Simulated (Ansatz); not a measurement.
# Fe: geometry relaxation (part 2 of 2)

The same run, continued: Fe (1 atom in the cell); DFT PBE, scalar-relativistic, plane waves, PAW, spin-polarised (Ansatz 0.2.0); cutoff 420 eV, 20×20×20 k-mesh, Gaussian smearing of 0.1 eV, collinear spins. The structure derives from an entry of the Crystallography Open Database.

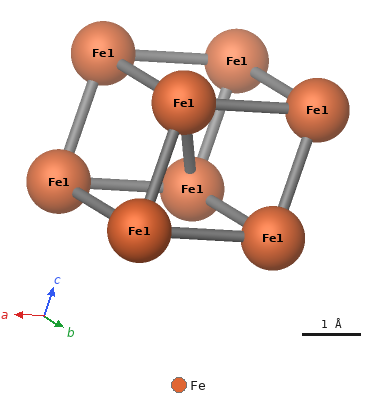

*The geometry at step 3 of the log (ball-and-stick view of the cell of the calculation, seen at an oblique angle; atoms are numbered from 1 in the order of the input).*

The program's output, continued:
```
SCF iter   1: F=—  HF=-4480.487565 eV  |F-HF|=—  |Δ(HF+E_count)|=         —  Δρ=8.36e-5 (↑8.36e-5 ↓7.07e-5)  dr2=1.06e-6  dr2_m=9.54e-8  M=2.169 μB ∫|m|=2.284 μB  β_m=0.65  ethr=4.57e-9  ⟨swp⟩=3.0  Hψ=55754  notcnv=0
preconditioner: auto → none  [metal: Δε(μ)=0.004 eV  Ē_g=15.012 eV  σ=0.100 eV  W_gap=0.02  n_scr=0 (ndim 8)  ℏωp=31.2 eV  f_vac=0.000  D(μ)=1.02/eV (n_scr^D=12)]
SCF iter   2: F=—  HF=-4480.487565 eV  |F-HF|=—  |Δ(HF+E_count)|=   1.39e-7  Δρ=2.93e-5 (↑2.93e-5 ↓2.74e-5)  dr2=8.36e-8  dr2_m=1.16e-8  M=2.169 μB ∫|m|=2.284 μB  β_m=0.51  ethr=4.57e-9  ⟨swp⟩=1.7  Hψ=8455  notcnv=0
SCF iter   3: F=—  HF=-4480.487565 eV  |F-HF|=—  |Δ(HF+E_count)|=   1.98e-7  Δρ=3.43e-5 (↑3.43e-5 ↓1.23e-5)  dr2=7.22e-8  dr2_m=3.24e-8  M=2.169 μB ∫|m|=2.284 μB  β_m=0.47  ethr=5.22e-10  ⟨swp⟩=2.0  Hψ=11320  notcnv=0
SCF iter   4: F=—  HF=-4480.487565 eV  |F-HF|=—  |Δ(HF+E_count)|=   4.03e-8  Δρ=8.86e-6 (↑4.85e-6 ↓8.86e-6)  dr2=9.01e-9  dr2_m=1.89e-9  M=2.169 μB ∫|m|=2.284 μB  β_m=0.73  ethr=4.51e-10  ⟨swp⟩=1.4  Hψ=7713  notcnv=0
SCF iter   5: F=—  HF=-4480.487565 eV  |F-HF|=—  |Δ(HF+E_count)|=   1.14e-7  Δρ=2.51e-6 (↑9.60e-7 ↓2.51e-6)  dr2=1.00e-9  dr2_m=8.71e-11  M=2.169 μB ∫|m|=2.284 μB  β_m=0.87  ethr=5.63e-11  ⟨swp⟩=2.0  Hψ=10857  notcnv=0
SCF iter   6: F=—  HF=-4480.487565 eV  |F-HF|=—  |Δ(HF+E_count)|=   6.73e-9  Δρ=7.59e-7 (↑7.59e-7 ↓2.53e-7)  dr2=3.90e-11  dr2_m=1.51e-11  M=2.169 μB ∫|m|=2.284 μB  β_m=0.93  ethr=6.28e-12  ⟨swp⟩=2.0  Hψ=11315  notcnv=0
SCF iter   7: F=-4480.487565 eV  HF=-4480.487565 eV  |F-HF|=2.73e-12  |Δ(HF+E_count)|=  3.00e-11  Δρ=8.67e-8 (↑8.67e-8 ↓4.72e-8)  dr2=1.17e-12  dr2_m=1.02e-13  M=2.169 μB ∫|m|=2.284 μB  ethr=1.00e-12  ⟨swp⟩=3.3  Hψ=24919  notcnv=0
SCF 5 converged in 7 iterations: F = -4480.487565 eV  dr2 = 1.17e-12
relax step   5: F+E_penalty+E_count = -4480.48756488 eV  Δ(F+E_penalty+E_count) = +3.846e-4 eV  max|allowed force component| = 0.000e0 eV/Å  Δτ_max = 0.0000 Å  P = +0.021 GPa  Ω = 11.352 Å³  stress off target by 2.07e-2 GPa  SCF on the basis re-selected at this cell (its energy is not comparable with the rows above)  (7 SCF iters)
```

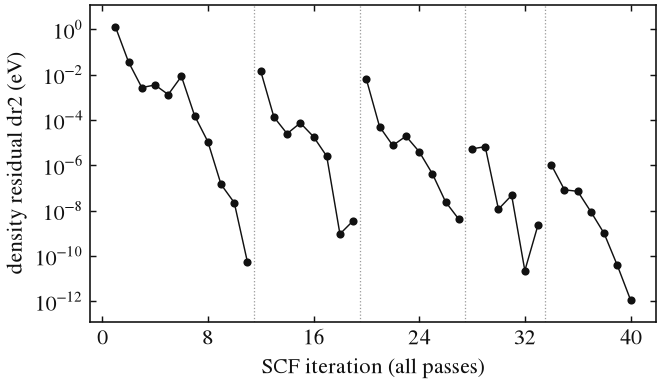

*Convergence of the self-consistent field: density residual dr2 against the SCF iteration. The dotted lines part the SCF passes of the relaxation: geometry steps, rejected trials and re-solves on a re-selected basis.*

The 5 passes take 6 to 11 iterations each, 40 in all.

```
basis re-selected at this cell: Δ(F+E_penalty+E_count) = +3.846e-4 eV, ΔP = +0.021 GPa vs the last step (what re-selecting the basis moved, of the pressure what is left beyond the Pulay correction that the steps carried, after the strain that the cell walked since its last selection, with what the two solves' SCF thresholds leave and, on support functions, any second-order correction that the steps lacked; it is no measure of the basis error at this ecutwfc). This SCF's stress stands 2.07e-2 GPa from its target on what of the cell is left free (relax.cell.stress_tol is 5.00e-2 GPa) and its largest allowed force component is 0.00e0 eV/Å (relax.f_tol is 5.00e-3 eV/Å): within both
SCF converged after 7 iterations
Magnetization: 2.1688 μB (9.0844 up, 6.9156 down)
Absolute magnetization: 2.2845 μB (∫|ρ↑−ρ↓|, with the PAW one-centre terms)
Spin contamination: 0.0367 ħ² per cell (⟨S²⟩ above its minimum at these occupations)
Per-site moments (μB) at R_I (Å): [(2.2153899185772055, 1.0115407101573406)]
Free energy (F): -4480.487565 eV
Harris-Foulkes:  -4480.487565 eV  (|F-HF|=2.73e-12)
Internal energy: -4480.482446 eV  (E = F + TS)
E sigma→0 (E₀):  -4480.485005 eV
Entropy (-TS):   -0.005119 eV (-5.119 meV/atom)
Fermi energy:    18.560198 eV
--- Per-component energies (eV) ---
  E_band       = -211.437126
  E_kinetic    = 350.537576
  E_local      = -2062.889443  (includes V_loc(G=0)·N_el)
  E_nonlocal   = 218.314449
  E_hartree    = 866.573102
  E_xc         = -117.949689
  E_vxc        = -151.887561  (∫ρ·V_xc dr)
  E_paw        = -1366.190291  (= ΣΔE_a)
  E_vpaw       = -298.659406  (= ΣTr[D̂ρ^β])
  E_aug_tail   = 0.000992  (compensation charges beyond the density's cutoff)
  E_ewald      = -2368.879140
  E_smearing   = -0.005119  (= −TS)
  E_closure    = -0.000000  (closes the sum)
  Σ components = -4480.487565   (vs F -4480.487565, Δ=0.00e0)
--- Forces (eV/Å), atoms counted from 1 ---
  atom   1  Fe    -0.00000000     0.00000000    -0.00000000
  max |Σ_I F_I| component: 1.29e-31 eV/Å
--- Stress (GPa, compression-positive) ---
        0.020670       0.000000      -0.000000
        0.000000       0.020670       0.000000
       -0.000000      -0.000000       0.020670
  P = ⅓ Tr σ = 0.0207 GPa (0.207 kbar)
--- Band table (eV; the first three rows and the last of 512) ---
  k-point 0 ↑: bands = ["-69.5273", "-35.3199", "-35.3199", "-35.3199", "10.0181", "16.2543", "16.2543", "16.2543", "17.4692", "17.4692", "42.9224", "42.9224", "42.9224", "48.3995"]
  k-point 1 ↑: bands = ["-69.5253", "-35.3303", "-35.3233", "-35.3199", "10.1227", "16.2254", "16.2522", "16.3105", "17.4398", "17.4715", "42.3060", "42.8013", "42.8747", "47.9120"]
  k-point 2 ↑: bands = ["-69.5197", "-35.3603", "-35.3333", "-35.3199", "10.4308", "16.1423", "16.2386", "16.4760", "17.3680", "17.4787", "40.7816", "42.3569", "42.7491", "47.3793"]
  k-point 255 ↓: bands = ["-66.7577", "-33.0685", "-33.0685", "-33.0685", "15.4881", "15.4881", "20.8702", "20.8702", "20.8702", "28.6479", "28.6479", "28.6479", "35.2491", "35.2491"]
--- Relaxed structure (4 steps of the walk, 4 accepted, 1 SCFs on fresh bases) ---
  F+E_penalty+E_count = -4480.48756488 eV   max|allowed force component| = 0.000e0 eV/Å   (the final SCF, on the basis selected at the relaxed cell)
  cell:  # Å, volume = 11.3516 Å³
    - [-1.4157898213469233, 1.4157898213469233, 1.4157898213469233]
    - [1.4157898213469233, -1.4157898213469233, 1.4157898213469233]
    - [1.4157898213469233, 1.4157898213469233, -1.4157898213469233]
  atoms:
    - { symbol: Fe, position: [0.0, 0.0, 0.0] }
--- Löwdin populations: 1 site ---
  site symbol       q [e]    m [muB]
     0     Fe     15.7786     2.2378
  spilling = 0.013836 (of n_electrons = 16.000000)
```

File populations.tsv:
```
# site	symbol	l	j	q_up	q_dn
# orbitals = lowdin
# n_electrons = 16.000000
# spilling = 0.013836
0	Fe	0_3S	-	0.992634	0.992948
0	Fe	0_4S	-	0.434091	0.482397
0	Fe	1_3P	-	2.998286	2.997960
0	Fe	2_3D	-	4.583204	2.297107
```

Trajectory as extended XYZ (Å, eV, eV/Å), 5 frames, from step=1 to step=5:
```
1
Lattice="-1.4430 1.4430 1.4430 1.4430 -1.4430 1.4430 1.4430 1.4430 -1.4430" Properties=species:S:1:pos:R:3:forces:R:3 step=1 energy=-4480.46694 pressure_GPa=-9.58
Fe    0.0000    0.0000    0.0000    0.0000   0.0000   0.0000
1
Lattice="-1.4260 1.4260 1.4260 1.4260 -1.4260 1.4260 1.4260 1.4260 -1.4260" Properties=species:S:1:pos:R:3:forces:R:3 step=2 energy=-4480.48492 pressure_GPa=-3.74
Fe    0.0000    0.0000    0.0000    0.0000   0.0000   0.0000
1
Lattice="-1.4155 1.4155 1.4155 1.4155 -1.4155 1.4155 1.4155 1.4155 -1.4155" Properties=species:S:1:pos:R:3:forces:R:3 step=3 energy=-4480.48795 pressure_GPa=0.11
Fe    0.0000    0.0000    0.0000    0.0000   0.0000   0.0000
1
Lattice="-1.4158 1.4158 1.4158 1.4158 -1.4158 1.4158 1.4158 1.4158 -1.4158" Properties=species:S:1:pos:R:3:forces:R:3 step=4 energy=-4480.48795 pressure_GPa=-0.00
Fe    0.0000    0.0000    0.0000    0.0000   0.0000   0.0000
1
Lattice="-1.4158 1.4158 1.4158 1.4158 -1.4158 1.4158 1.4158 1.4158 -1.4158" Properties=species:S:1:pos:R:3:forces:R:3 step=5 energy=-4480.48757 pressure_GPa=0.02
Fe    0.0000    0.0000    0.0000    0.0000   0.0000   0.0000
```

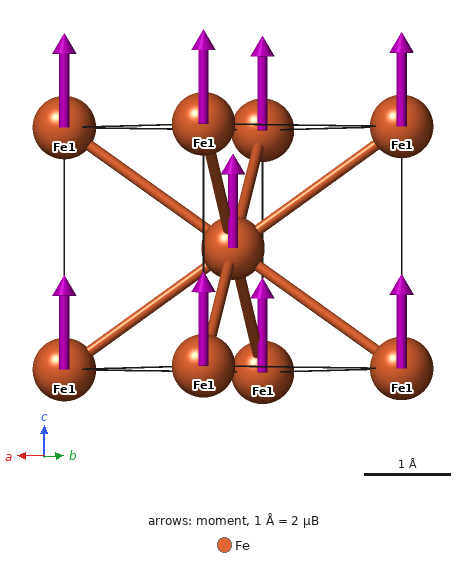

*Magnetic moments of the sites as pink arrows (ball-and-stick view of the cell 2 times as large as that of the calculation, set on its symmetry axes, seen at an oblique angle; atoms are numbered from 1 in the order of the input); small moments hardly show. The run is collinear, so the axis drawn is arbitrary.*

Site moments: Fe1 (2.22 μB). They are counted near the atoms and needn't add up to the moment of the cell.

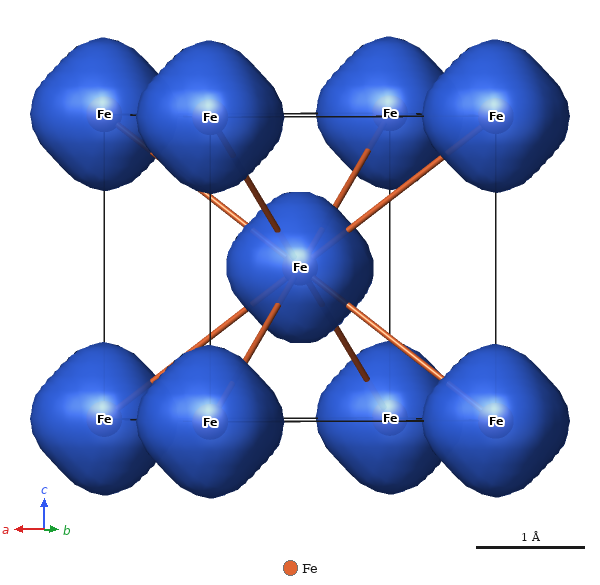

*Isosurfaces of the spin density at +0.5 (blue) and −0.5 e/Å³ (red), seen at an oblique angle. Sticks mark near contacts. The outline is the cell set on symmetry axes.*

The cell of the calculation (1 atoms) carries 2.2 μB net. Only one sign reaches the isovalue. In a PAW calculation such maps are meaningful between the atoms, not at the nuclei.

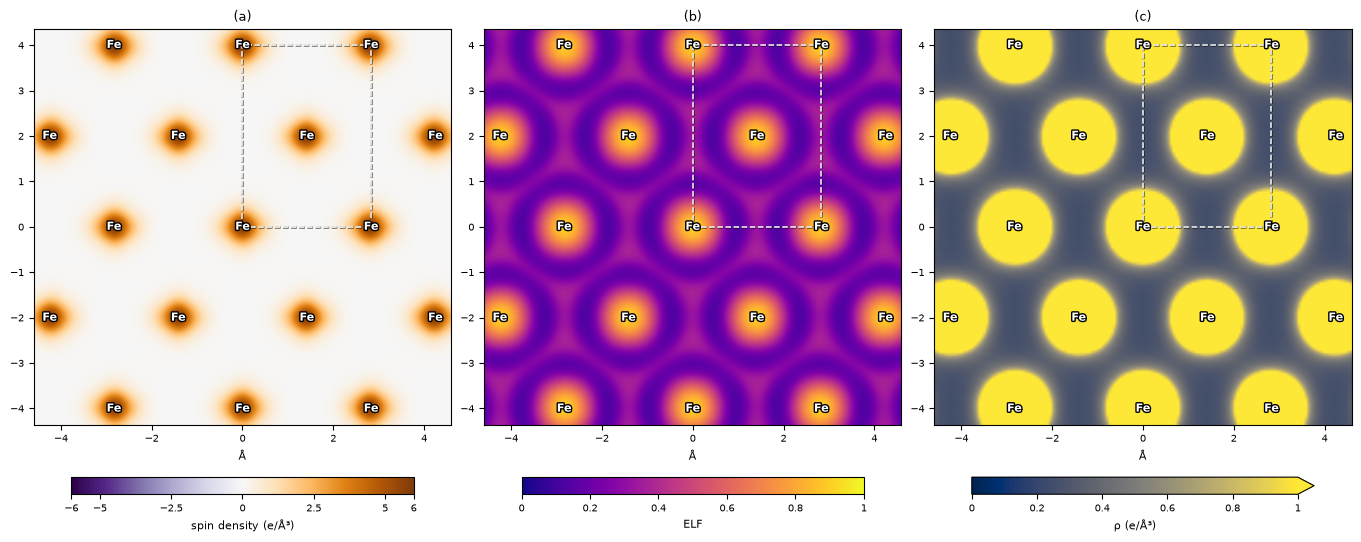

*(a) magnetisation density (up minus down); (b) ELF; (c) valence charge density (pseudo) on the (011̄) plane of the conventional cell.*

The section cuts through Fe sites. Fe–Fe (2.45 Å): ρ at the midpoint is about 0.37 e/Å³; the ELF is about 0.25 at the midpoint; no shared electron pair. Away from the nuclei the density in this plane falls to 0.25 e/Å³ at its lowest. The strong features right at Fe lie inside the PAW spheres (semicore, d or f shells) and say nothing about bonding. The cell of the calculation (1 atoms) carries 2.2 μB net.

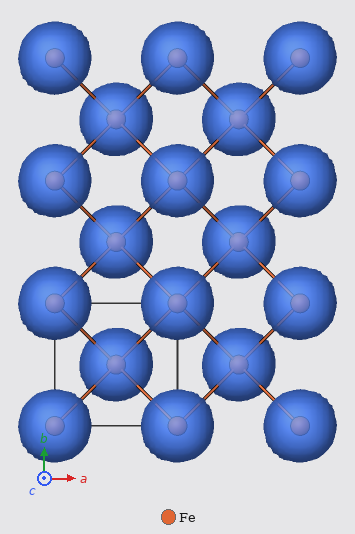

*Isosurface of the valence pseudo-density at 0.8 e/Å³ (blue), seen along the c axis. Sticks mark near contacts. The outline is the cell set on symmetry axes.*

At this value the density breaks into separate islands; it holds about 80 % of the electrons treated as valence (semicore included). It is pinched off along the Fe–Fe (2.45 Å) contacts. On the grid the lowest density along these lines, outside the cores, is 0.36 e/Å³ (Fe–Fe, 2.45 Å).

This output came from the following input.

The input:
```yaml
crystal:
  lattice:
    - [-1.443, 1.443, 1.443]
    - [1.443, -1.443, 1.443]
    - [1.443, 1.443, -1.443]
  atoms:
    - { symbol: Fe, position: [0.0, 0.0, 0.0], spin: 2.66 }
basis:
  ecutwfc: 420
kpoints:
  mp_grid: { grid: [20, 20, 20] }
hamiltonian:
  xc: pbe
scf:
  occupations: { method: gaussian, width: 0.1 }
output:
  forces: true
  stress: true
  eigenvalues: true
  populations: true
  write_density: true
  write_potential: true
  elf: true
  volumetric_format: npy
magnetization:
  spin_polarized: true
relax:
  adjacent_minimum: "off"
  f_tol: 0.005
  max_steps: 80
  cell: { stress_tol: 0.05 }
```

Launch command:
```bash
ansatz run input.yaml --threads 1 --pin off --max-ram 2560MiB --backend cpu --events-out ev --progress --plain --runs-dir out
```

Summary:

| quantity | value |
| --- | --- |
| outcome | converged |
| space group (tolerance 0.01 Å) | Im-3m (229) |
| electrons treated | 16 |
| free energy | −4480.4876 eV |
| Fermi energy | 18.560 eV |
| gap on the k-point mesh | none (metallic) |
| net moment of the cell | 2.17 μB |
| integrated absolute moment | 2.28 μB |
| pressure | 0.02 GPa |
| final volume | 11.35 Å³ |
| largest force (length of the vector) at the end | under 0.001 eV/Å |
| final cell | a = 2.452 Å, b = 2.452 Å, c = 2.452 Å, α = 109.47°, β = 109.47°, γ = 109.47° |
| hardware | 1 thread of an Arm (aarch64) CPU, shared host |
| wall time | 32 s |
| peak memory | 0.35 GiB |
